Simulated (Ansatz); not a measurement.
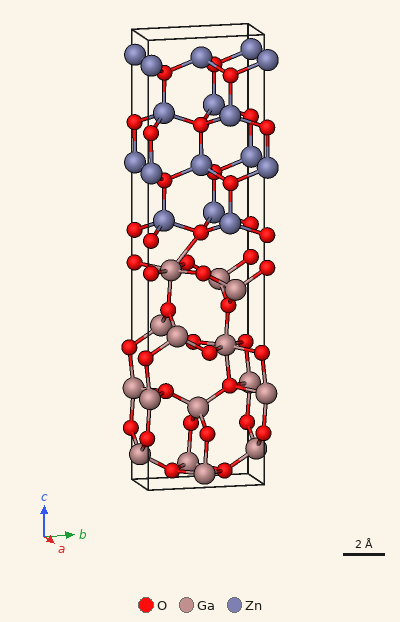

**Figure 1.** The starting structure (ball-and-stick view of the cell of the calculation, seen slightly off an axis).

## Geometry relaxation of Zn2Ga2O5 (part 1 of 4)

System: Zn2Ga2O5 (interface cell, 36 atoms in the cell).
Method: DFT PBE, scalar-relativistic, plane waves, PAW, no spin polarisation (Ansatz 0.2.0).

The structure derives from a Materials Project entry. It belongs to a series of runs on one base structure; here: film shifted by (0, 0) in the plane.

**Input file**
```yaml
crystal:
  lattice:
    - [3.0832930631, 0.0, 0.0]
    - [0.0, 5.8776120342, 0.0]
    - [0.0, 0.0, 22.3354834272]
  atoms:
    - { symbol: O, position: [0.5, 0.7281150751, 0.0223859045] }
    - { symbol: O, position: [0.5, 0.2780954463, 0.027904024] }
    - { symbol: Ga, position: [0.0, 0.485582867, 0.0306159631] }
    - { symbol: Ga, position: [0.5, 1.0005543972, 0.0677658673] }
    - { symbol: O, position: [0.0, 0.9922791643, 0.1143278928] }
    - { symbol: O, position: [0.0, 0.5096468643, 0.1186349477] }
    - { symbol: Ga, position: [-0.5, 0.5013716314, 0.1651969733] }
    - { symbol: Ga, position: [0.0, 1.0163431616, 0.2023468775] }
    - { symbol: O, position: [-0.5, 1.2238305823, 0.2050588166] }
    - { symbol: O, position: [-0.5, 0.7738109535, 0.210576936] }
    - { symbol: O, position: [0.0, 0.9790780895, 0.2932496652] }
    - { symbol: O, position: [0.0, 0.5290584606, 0.2987677847] }
    - { symbol: Ga, position: [-0.5, 0.7365458813, 0.3014797237] }
    - { symbol: Ga, position: [0.0, 1.2515174115, 0.3386296279] }
    - { symbol: O, position: [-0.5, 1.2432421786, 0.3851916535] }
    - { symbol: O, position: [-0.5, 0.7606098786, 0.3894987084] }
    - { symbol: Ga, position: [-1.0, 0.7523346457, 0.436060734] }
    - { symbol: Ga, position: [-0.5, 1.2673061759, 0.4732106382] }
    - { symbol: O, position: [-1.0, 1.4747935966, 0.4759225773] }
    - { symbol: O, position: [-1.0, 1.0247739678, 0.4814406967] }
    - { symbol: O, position: [-1.0, 1.0247739678, 0.5539710274] }
    - { symbol: O, position: [-1.5, 1.5247739678, 0.5539710274] }
    - { symbol: Zn, position: [-1.5, 1.2061530394, 0.5841818123] }
    - { symbol: Zn, position: [-1.0, 1.7061530393, 0.5841818123] }
    - { symbol: O, position: [-1.5, 1.2100378936, 0.6736236908] }
    - { symbol: O, position: [-1.0, 1.7100378936, 0.6736236908] }
    - { symbol: Zn, position: [-1.0, 1.028658822, 0.7038344757] }
    - { symbol: Zn, position: [-1.5, 1.528658822, 0.7038344757] }
    - { symbol: O, position: [-1.0, 1.0247739678, 0.7932763542] }
    - { symbol: O, position: [-1.5, 1.5247739678, 0.7932763542] }
    - { symbol: Zn, position: [-1.5, 1.2061530394, 0.8234871391] }
    - { symbol: Zn, position: [-1.0, 1.7061530393, 0.8234871391] }
    - { symbol: O, position: [-1.5, 1.2100378936, 0.9129290176] }
    - { symbol: O, position: [-1.0, 1.7100378936, 0.9129290176] }
    - { symbol: Zn, position: [-1.0, 1.028658822, 0.9431398025] }
    - { symbol: Zn, position: [-1.5, 1.528658822, 0.9431398025] }
basis:
  ecutwfc: 420
kpoints:
  mp_grid: { grid: [9, 5, 1] }
hamiltonian:
  xc: pbe
scf:
  occupations: { method: gaussian, width: 0.05 }
output:
  forces: true
  stress: true
  eigenvalues: true
  populations: true
relax:
  adjacent_minimum: "off"
  f_tol: 0.02
  max_steps: 70
  cell: { fix: [a, b, gamma, alpha, beta], stress_tol: 0.15 }
```

Run on 8 threads of Intel Xeon (Granite Rapids), 64 GiB of memory available, shared host.

Launched with:
```bash
ansatz run input.yaml --threads 8 --pin off --max-ram 20480MiB --backend cpu --events-out ev --progress --plain --runs-dir out
```

**What the program printed**
```
Engine: ansatz 0.2.0, x86_64-unknown-linux-gnu
Pseudopotentials: kind: paw
Pseudopotential: O, paw, valence charge 6, recommended cutoff 420 eV (normal), O.paw.azcp
Pseudopotential: Ga, paw, valence charge 13, recommended cutoff 420 eV (normal), Ga.paw.azcp
Pseudopotential: Zn, paw, valence charge 12, recommended cutoff 420 eV (normal), Zn.paw.azcp
Functional definition: PBE
  parameter kappa = 0.804
  parameter beta = 0.06672455060314922
  exchange = pbe_x(kappa = kappa, mu = beta*pi^2/3)
  correlation = pbe_c(beta = beta)
Crystal: 36 atoms, lattice volume = 404.773 Å³
Basis set: ecut = 420 eV, 7891 PW (Γ), exchange–correlation on 48×80×300 points (8 copies of the dense FFT grid, shifted against one another)
Bands: 196, of which v1, the nominal top of the filled ones, is band 160 counted from 1 (159 counted from 0)
Symmetry: 2 space group operations
Space group: Pm (ITA 6), of the structure as read, at distance tolerance 7.4e-5 Å
k-points: 15 of 45 (time reversal used)
Non-local potential: O, projectors of the file, l = 0: 2, l = 1: 2, l = 2: 1
Non-local potential: Ga, projectors of the file, l = 0: 2, l = 1: 2, l = 2: 3, l = 3: 1
Non-local potential: Zn, projectors of the file, l = 0: 2, l = 1: 2, l = 2: 3, l = 3: 1
PAW form: soft (Blöchl's): semilocal exchange-correlation on the pseudo side does not see the compensation charge
PAW one-centre angular grid: O, 110 points (default); XC on 64 Gauss nodes
PAW one-centre angular grid: Ga, 590 points (default); XC on 64 Gauss nodes
PAW one-centre angular grid: Zn, 590 points (default); XC on 64 Gauss nodes
Initial density: superposition of atomic densities (neutral atoms: chi_scale 0, normalization atom), corrected by the library's trained network
Initial wavefunctions: pseudopotential atomic-orbital guess
Functional: x = pbe(κ = 0.804, μ = 0.2195149727645171), c = pbe(β = 0.06672455060314922)
SCF iter   1: F=—  HF=-68165.607260 eV  |F-HF|=—  |Δ(HF+E_count)|=         —  Δρ=1.59e-2  dr2=6.98e0  ethr=1.77e-3  ⟨swp⟩=6.1  Hψ=10816  notcnv=0  defer=3
preconditioner: auto → LDOS  [metal: Δε(μ)=0.043 eV  Ē_g=15.025 eV  σ=0.050 eV  W_gap=0.41  n_scr=132 (ndim 8)  ℏωp=33.0 eV  f_vac=0.024  D(μ)=10.31/eV (n_scr^D=52)  β→1.0]
SCF iter   2: F=—  HF=-68165.434883 eV  |F-HF|=—  |Δ(HF+E_count)|=   1.72e-1  Δρ=5.74e-3  dr2=1.81e-1  ethr=1.77e-3  ⟨swp⟩=2.0  Hψ=3427  notcnv=0  defer=429
SCF iter   3: F=—  HF=-68165.482061 eV  |F-HF|=—  |Δ(HF+E_count)|=   4.72e-2  Δρ=4.87e-3  dr2=1.67e-1  ethr=5.65e-5  ⟨swp⟩=2.0  Hψ=4969  notcnv=0  defer=462
SCF iter   4: F=—  HF=-68165.451727 eV  |F-HF|=—  |Δ(HF+E_count)|=   3.03e-2  Δρ=1.64e-3  dr2=4.01e-2  ethr=5.20e-5  ⟨swp⟩=2.0  Hψ=4780  notcnv=0  defer=462
SCF iter   5: F=—  HF=-68165.451535 eV  |F-HF|=—  |Δ(HF+E_count)|=   1.92e-4  Δρ=1.18e-3  dr2=1.66e-2  ethr=1.25e-5  ⟨swp⟩=1.8  Hψ=3949  notcnv=0  defer=462
SCF iter   6: F=—  HF=-68165.450035 eV  |F-HF|=—  |Δ(HF+E_count)|=   1.50e-3  Δρ=5.58e-4  dr2=4.34e-3  ethr=5.18e-6  ⟨swp⟩=2.0  Hψ=4566  notcnv=0  defer=462
SCF iter   7: F=—  HF=-68165.449995 eV  |F-HF|=—  |Δ(HF+E_count)|=   3.98e-5  Δρ=8.66e-4  dr2=1.33e-2  ethr=1.36e-6  ⟨swp⟩=1.9  Hψ=3999  notcnv=0  defer=457  recentre
SCF iter   8: F=—  HF=-68165.449665 eV  |F-HF|=—  |Δ(HF+E_count)|=   3.31e-4  Δρ=4.13e-4  dr2=1.67e-3  ethr=1.36e-6  ⟨swp⟩=1.9  Hψ=2755  notcnv=0  defer=457
SCF iter   9: F=—  HF=-68165.449614 eV  |F-HF|=—  |Δ(HF+E_count)|=   5.04e-5  Δρ=2.82e-4  dr2=5.71e-4  ethr=5.22e-7  ⟨swp⟩=1.5  Hψ=2487  notcnv=0  defer=457
SCF iter  10: F=—  HF=-68165.449585 eV  |F-HF|=—  |Δ(HF+E_count)|=   2.91e-5  Δρ=2.06e-4  dr2=2.33e-4  ethr=1.78e-7  ⟨swp⟩=2.0  Hψ=3729  notcnv=0  defer=457
SCF iter  11: F=—  HF=-68165.449580 eV  |F-HF|=—  |Δ(HF+E_count)|=   5.13e-6  Δρ=1.66e-4  dr2=1.21e-4  ethr=7.29e-8  ⟨swp⟩=2.0  Hψ=2809  notcnv=0  defer=457
SCF iter  12: F=—  HF=-68165.449576 eV  |F-HF|=—  |Δ(HF+E_count)|=   4.40e-6  Δρ=1.37e-4  dr2=7.39e-5  ethr=3.79e-8  ⟨swp⟩=2.0  Hψ=2750  notcnv=0  defer=457
SCF iter  13: F=—  HF=-68165.449499 eV  |F-HF|=—  |Δ(HF+E_count)|=   7.66e-5  Δρ=1.07e-4  dr2=3.92e-5  ethr=2.31e-8  ⟨swp⟩=2.0  Hψ=5144  notcnv=0  defer=457
SCF iter  14: F=—  HF=-68165.449496 eV  |F-HF|=—  |Δ(HF+E_count)|=   3.28e-6  Δρ=5.67e-5  dr2=1.19e-5  ethr=1.23e-8  ⟨swp⟩=2.0  Hψ=4034  notcnv=0  defer=457
SCF iter  15: F=—  HF=-68165.449495 eV  |F-HF|=—  |Δ(HF+E_count)|=   4.32e-7  Δρ=3.15e-5  dr2=4.72e-6  ethr=3.72e-9  ⟨swp⟩=2.0  Hψ=4087  notcnv=0  defer=457
SCF iter  16: F=—  HF=-68165.449495 eV  |F-HF|=—  |Δ(HF+E_count)|=   1.69e-7  Δρ=2.11e-5  dr2=2.57e-6  ethr=1.47e-9  ⟨swp⟩=2.0  Hψ=4054  notcnv=0  defer=457
SCF iter  17: F=—  HF=-68165.449495 eV  |F-HF|=—  |Δ(HF+E_count)|=   2.26e-8  Δρ=1.10e-5  dr2=7.38e-7  ethr=8.04e-10  ⟨swp⟩=2.0  Hψ=3922  notcnv=0  defer=457
SCF iter  18: F=—  HF=-68165.449495 eV  |F-HF|=—  |Δ(HF+E_count)|=   3.81e-8  Δρ=6.99e-6  dr2=2.78e-7  ethr=2.31e-10  ⟨swp⟩=2.0  Hψ=3916  notcnv=0  defer=457
SCF iter  19: F=-68165.449495 eV  HF=-68165.449495 eV  |F-HF|=6.38e-8  |Δ(HF+E_count)|=   2.27e-9  Δρ=3.97e-6  dr2=9.58e-8  ethr=3.13e-11  ⟨swp⟩=8.0  Hψ=14486  notcnv=0
SCF 1 converged in 19 iterations: F = -68165.449495 eV  dr2 = 9.58e-8
  greatest PAW one-centre occupation: 0.998 electrons in one spin orbital (limit 2), on the Ga atom at site 12 (counted from 0), in its partial waves of l = 2
relax step   1: F+E_penalty+E_count = -68165.44949529 eV  Δ(F+E_penalty+E_count) = +0.000e0 eV  max|allowed force component| = 4.727e0 eV/Å  Δτ_max = 0.0000 Å  P = +5.960 GPa  Ω = 404.773 Å³  fix = [a, b, alpha, beta, gamma]  reactions: a +7.061, b -0.045 GPa; alpha +0.497 GPa/rad  (19 SCF iters, dr2 threshold 1.00e-7 eV, accepted)
Crystal: 36 atoms, lattice volume = 414.517 Å³
Basis set: ecut = 420 eV, 8077 PW (Γ), exchange–correlation on 48×80×300 points (8 copies of the dense FFT grid, shifted against one another)
Initial density: handed on by an earlier stage of this run
Initial wavefunctions: those handed on with the density
SCF iter   1: F=—  HF=-68168.938320 eV  |F-HF|=—  |Δ(HF+E_count)|=         —  Δρ=3.89e-2  dr2=2.21e1  ethr=3.10e-3  ⟨swp⟩=5.2  Hψ=10003  notcnv=0  defer=205
preconditioner: auto → LDOS  [insulator: Δε(μ)=0.262 eV  Ē_g=14.988 eV  σ=0.050 eV  W_gap=0.93  n_scr=132 (ndim 8)  ℏωp=32.6 eV  f_vac=0.026  D(μ)=2.74/eV (n_scr^D=8)  ε∞_Penn≈5.7  β→1.0]
SCF iter   2: F=—  HF=-68679.458877 eV  |F-HF|=—  |Δ(HF+E_count)|=    5.11e2  Δρ=8.84e-1  dr2=5.68e4  ethr=3.10e-3  ⟨swp⟩=24.1  Hψ=30806  notcnv=0  defer=474  recentre
SCF iter   3: F=—  HF=-68168.640730 eV  |F-HF|=—  |Δ(HF+E_count)|=    5.11e2  Δρ=3.47e-2  dr2=2.03e1  ethr=3.10e-3  ⟨swp⟩=13.3  Hψ=20913  notcnv=0  defer=442
SCF iter   4: F=—  HF=-68168.138172 eV  |F-HF|=—  |Δ(HF+E_count)|=   5.03e-1  Δρ=2.31e-2  dr2=7.38e0  ethr=3.10e-3  ⟨swp⟩=3.5  Hψ=3502  notcnv=0  defer=436
SCF iter   5: F=—  HF=-68167.808602 eV  |F-HF|=—  |Δ(HF+E_count)|=   3.30e-1  Δρ=1.07e-2  dr2=6.68e-1  ethr=2.31e-3  ⟨swp⟩=4.3  Hψ=3830  notcnv=0  defer=461
SCF iter   6: F=—  HF=-68167.787128 eV  |F-HF|=—  |Δ(HF+E_count)|=   2.15e-2  Δρ=5.43e-3  dr2=1.45e-1  ethr=2.09e-4  ⟨swp⟩=6.0  Hψ=3964  notcnv=0  defer=459
SCF iter   7: F=—  HF=-68167.770867 eV  |F-HF|=—  |Δ(HF+E_count)|=   1.63e-2  Δρ=5.55e-3  dr2=8.75e-1  ethr=4.54e-5  ⟨swp⟩=5.7  Hψ=5314  notcnv=0  defer=436  recentre
SCF iter   8: F=—  HF=-68167.782072 eV  |F-HF|=—  |Δ(HF+E_count)|=   1.12e-2  Δρ=5.06e-3  dr2=2.60e-1  ethr=4.54e-5  ⟨swp⟩=5.4  Hψ=4587  notcnv=0  defer=448
SCF iter   9: F=—  HF=-68167.773685 eV  |F-HF|=—  |Δ(HF+E_count)|=   8.39e-3  Δρ=4.12e-3  dr2=2.23e-1  ethr=4.54e-5  ⟨swp⟩=2.9  Hψ=3245  notcnv=0  defer=434
SCF iter  10: F=—  HF=-68167.762055 eV  |F-HF|=—  |Δ(HF+E_count)|=   1.16e-2  Δρ=2.70e-3  dr2=1.10e-1  ethr=4.54e-5  ⟨swp⟩=2.3  Hψ=2657  notcnv=0  defer=433
SCF iter  11: F=—  HF=-68167.759729 eV  |F-HF|=—  |Δ(HF+E_count)|=   2.33e-3  Δρ=1.19e-3  dr2=7.42e-3  ethr=3.42e-5  ⟨swp⟩=2.2  Hψ=2547  notcnv=0  defer=434
SCF iter  12: F=—  HF=-68167.761279 eV  |F-HF|=—  |Δ(HF+E_count)|=   1.55e-3  Δρ=2.11e-3  dr2=1.28e-1  ethr=2.32e-6  ⟨swp⟩=2.5  Hψ=2595  notcnv=0  defer=433
SCF iter  13: F=—  HF=-68167.760096 eV  |F-HF|=—  |Δ(HF+E_count)|=   1.18e-3  Δρ=8.80e-4  dr2=8.84e-3  ethr=2.32e-6  ⟨swp⟩=1.0  Hψ=2508  notcnv=0  defer=432
SCF iter  14: F=—  HF=-68167.759990 eV  |F-HF|=—  |Δ(HF+E_count)|=   1.05e-4  Δρ=7.03e-4  dr2=1.86e-3  ethr=2.32e-6  ⟨swp⟩=1.1  Hψ=2578  notcnv=0  defer=432
SCF iter  15: F=—  HF=-68167.759694 eV  |F-HF|=—  |Δ(HF+E_count)|=   2.96e-4  Δρ=6.37e-4  dr2=3.22e-3  ethr=5.81e-7  ⟨swp⟩=1.6  Hψ=2858  notcnv=0  defer=432
SCF iter  16: F=—  HF=-68167.759703 eV  |F-HF|=—  |Δ(HF+E_count)|=   9.40e-6  Δρ=5.81e-4  dr2=4.97e-3  ethr=5.81e-7  ⟨swp⟩=1.4  Hψ=2664  notcnv=0  defer=432
SCF iter  17: F=—  HF=-68167.759666 eV  |F-HF|=—  |Δ(HF+E_count)|=   3.70e-5  Δρ=4.96e-4  dr2=3.55e-3  ethr=5.81e-7  ⟨swp⟩=1.0  Hψ=2625  notcnv=0  defer=432
SCF iter  18: F=—  HF=-68167.759604 eV  |F-HF|=—  |Δ(HF+E_count)|=   6.21e-5  Δρ=3.36e-4  dr2=1.13e-3  ethr=5.81e-7  ⟨swp⟩=1.1  Hψ=2509  notcnv=0  defer=432
SCF iter  19: F=—  HF=-68167.759550 eV  |F-HF|=—  |Δ(HF+E_count)|=   5.41e-5  Δρ=1.88e-4  dr2=2.61e-4  ethr=3.52e-7  ⟨swp⟩=1.6  Hψ=2518  notcnv=0  defer=432
SCF iter  20: F=—  HF=-68167.759528 eV  |F-HF|=—  |Δ(HF+E_count)|=   2.17e-5  Δρ=1.16e-4  dr2=2.18e-4  ethr=8.17e-8  ⟨swp⟩=2.1  Hψ=3984  notcnv=0  defer=432
SCF iter  21: F=—  HF=-68167.759521 eV  |F-HF|=—  |Δ(HF+E_count)|=   7.96e-6  Δρ=5.32e-5  dr2=2.14e-5  ethr=6.82e-8  ⟨swp⟩=1.7  Hψ=2519  notcnv=0  defer=432
SCF iter  22: F=—  HF=-68167.759519 eV  |F-HF|=—  |Δ(HF+E_count)|=   1.22e-6  Δρ=3.11e-5  dr2=4.58e-6  ethr=6.69e-9  ⟨swp⟩=2.3  Hψ=4216  notcnv=0  defer=432
SCF iter  23: F=-68167.759519 eV  HF=-68167.759521 eV  |F-HF|=1.92e-6  |Δ(HF+E_count)|=   1.60e-6  Δρ=1.50e-5  dr2=2.53e-6  ethr=1.12e-9  ⟨swp⟩=16.9  Hψ=19792  notcnv=0
SCF 2 converged in 23 iterations: F = -68167.759519 eV  dr2 = 2.53e-6
[... from here on the iterations of each SCF are left out, up to the last one ...]
relax step   2: F+E_penalty+E_count = -68167.75951899 eV  Δ(F+E_penalty+E_count) = -2.310e0 eV  max|allowed force component| = 3.833e0 eV/Å  Δτ_max = 0.1989 Å  P = +2.336 GPa  Ω = 414.517 Å³  energy of the carried Pulay correction = -4.424e-2 eV  fix = [a, b, alpha, beta, gamma]  reactions: a +3.795, b -2.235 GPa; alpha +1.313 GPa/rad  (23 SCF iters, dr2 threshold 3.60e-6 eV, accepted)
[... from here on the SCF iterations and repeated set-up lines of each step are left out, up to the last step ...]
SCF 3 converged in 25 iterations: F = -68169.185171 eV  dr2 = 2.04e-6
relax step   3: F+E_penalty+E_count = -68169.18517064 eV  Δ(F+E_penalty+E_count) = -1.426e0 eV  max|allowed force component| = 1.911e0 eV/Å  Δτ_max = 0.1944 Å  P = +0.175 GPa  Ω = 423.144 Å³  energy of the carried Pulay correction = -8.254e-2 eV  fix = [a, b, alpha, beta, gamma]  reactions: a +2.374, b -2.946 GPa; alpha +2.423 GPa/rad  (25 SCF iters, dr2 threshold 3.60e-6 eV, accepted)
SCF 4 converged in 19 iterations: F = -68169.888183 eV  dr2 = 2.52e-6
relax step   4: F+E_penalty+E_count = -68169.88818289 eV  Δ(F+E_penalty+E_count) = -7.030e-1 eV  max|allowed force component| = 1.359e0 eV/Å  Δτ_max = 0.2000 Å  P = +0.405 GPa  Ω = 423.118 Å³  energy of the carried Pulay correction = -8.243e-2 eV  fix = [a, b, alpha, beta, gamma]  reactions: a +2.596, b -2.010 GPa; alpha +3.546 GPa/rad  (19 SCF iters, dr2 threshold 3.60e-6 eV, accepted)
SCF 5 converged in 18 iterations: F = -68170.538500 eV  dr2 = 2.25e-6
relax step   5: F+E_penalty+E_count = -68170.53849963 eV  Δ(F+E_penalty+E_count) = -6.503e-1 eV  max|allowed force component| = 8.900e-1 eV/Å  Δτ_max = 0.1941 Å  P = +0.926 GPa  Ω = 422.157 Å³  energy of the carried Pulay correction = -7.820e-2 eV  fix = [a, b, alpha, beta, gamma]  reactions: a +3.168, b -0.865 GPa; alpha +4.097 GPa/rad  (18 SCF iters, dr2 threshold 3.60e-6 eV, accepted)
SCF 6 converged in 15 iterations: F = -68171.111985 eV  dr2 = 2.43e-6
relax step   6: F+E_penalty+E_count = -68171.11198544 eV  Δ(F+E_penalty+E_count) = -5.735e-1 eV  max|allowed force component| = 6.749e-1 eV/Å  Δτ_max = 0.2000 Å  P = +1.500 GPa  Ω = 421.274 Å³  energy of the carried Pulay correction = -7.431e-2 eV  fix = [a, b, alpha, beta, gamma]  reactions: a +3.762, b +0.501 GPa; alpha +3.268 GPa/rad  (15 SCF iters, dr2 threshold 3.60e-6 eV, accepted)
SCF 7 converged in 9 iterations: F = -68171.457035 eV  dr2 = 3.59e-6
relax step   7: F+E_penalty+E_count = -68171.45703499 eV  Δ(F+E_penalty+E_count) = -3.450e-1 eV  max|allowed force component| = 5.264e-1 eV/Å  Δτ_max = 0.1964 Å  P = +2.112 GPa  Ω = 420.801 Å³  energy of the carried Pulay correction = -7.222e-2 eV  fix = [a, b, alpha, beta, gamma]  reactions: a +4.464, b +1.954 GPa; alpha +2.020 GPa/rad  (9 SCF iters, dr2 threshold 3.60e-6 eV, accepted)
SCF 8 converged in 10 iterations: F = -68171.762083 eV  dr2 = 9.66e-7
relax step   8: F+E_penalty+E_count = -68171.76208343 eV  Δ(F+E_penalty+E_count) = -3.050e-1 eV  max|allowed force component| = 4.596e-1 eV/Å  Δτ_max = 0.1951 Å  P = +2.507 GPa  Ω = 419.384 Å³  energy of the carried Pulay correction = -6.595e-2 eV  fix = [a, b, alpha, beta, gamma]  reactions: a +4.867, b +2.809 GPa; alpha +0.995 GPa/rad  (10 SCF iters, dr2 threshold 3.60e-6 eV, accepted)
SCF 9 converged in 8 iterations: F = -68172.061802 eV  dr2 = 2.35e-6
relax step   9: F+E_penalty+E_count = -68172.06180192 eV  Δ(F+E_penalty+E_count) = -2.997e-1 eV  max|allowed force component| = 3.049e-1 eV/Å  Δτ_max = 0.1926 Å  P = +3.056 GPa  Ω = 416.443 Å³  energy of the carried Pulay correction = -5.286e-2 eV  fix = [a, b, alpha, beta, gamma]  reactions: a +5.386, b +3.606 GPa; alpha +0.541 GPa/rad  (8 SCF iters, dr2 threshold 3.60e-6 eV, accepted)
SCF 10 converged in 9 iterations: F = -68172.258646 eV  dr2 = 4.91e-7
relax step  10: F+E_penalty+E_count = -68172.25864617 eV  Δ(F+E_penalty+E_count) = -1.968e-1 eV  max|allowed force component| = 2.339e-1 eV/Å  Δτ_max = 0.2000 Å  P = +2.973 GPa  Ω = 416.298 Å³  energy of the carried Pulay correction = -5.221e-2 eV  fix = [a, b, alpha, beta, gamma]  reactions: a +5.507, b +3.376 GPa; alpha +0.385 GPa/rad  (9 SCF iters, dr2 threshold 3.60e-6 eV, accepted)
SCF 11 converged in 8 iterations: F = -68172.353894 eV  dr2 = 2.37e-6
```
